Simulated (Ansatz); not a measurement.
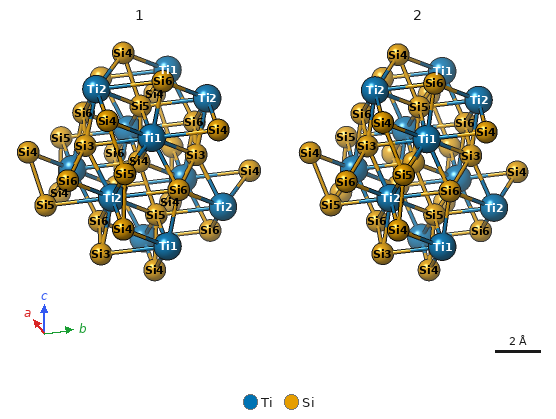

Two geometries of crystalline TiSi₂ (set up in Fddd), drawn at one scale. One is the start of a relaxation, the other its converged end. A ball-and-stick model of the atoms within 5.0 Å of the atom that moves most (axes of the conventional cell (4 times the calculation's cell)), seen from a free direction. Lengths and directions refer to the drawn axes.

Computed with Kohn-Sham DFT of a periodic cell, PBEsol, DFT+U, Ansatz PAW in Ansatz. Settings: plane-wave cutoff 420 eV; k-point mesh 5 × 5 × 5; occupations fermi-dirac; smearing width 0.05 eV; no spin polarisation; U = 8 eV on Ti d; cell and atoms relaxed; force threshold 0.01 eV/Å; at most 40 steps.

Question: Which one is relaxed?

Answer: Structure 1 is the relaxed one. The run lets cell and atoms move. Over 6 accepted moves (8 points after the start) the energy falls by 42.5 meV per atom. Largest force component: 0.28 eV/Å at the start, 0.0013 eV/Å at the end. Pressure: 7.19 GPa at the start and −0.01 GPa at the end. At 2 points the geometry stayed and the basis and grid were re-selected for the new cell (energy shift of 0.7 meV per atom at most each time). The largest moves relative to the cell, 0.11 Å, are those of Si3, Si4, Si5 and Si6. Si4 goes along +b. Ti stays in place. The volume changes by +10.9 %, with a 4.779 → 4.885 Å (+2.2 %), b 8.235 → 8.888 Å (+7.9 %), c 8.526 → 8.570 Å (+0.5 %). Some distances before and after: Ti1–Si3 2.779 → 3.109 Å, Ti1–Ti2 3.195 → 3.319 Å, Ti1–Si5 2.547 → 2.621 Å, Ti1–Si3 (another image) 2.739 → 2.783 Å. The space group stays Fddd (No. 70).
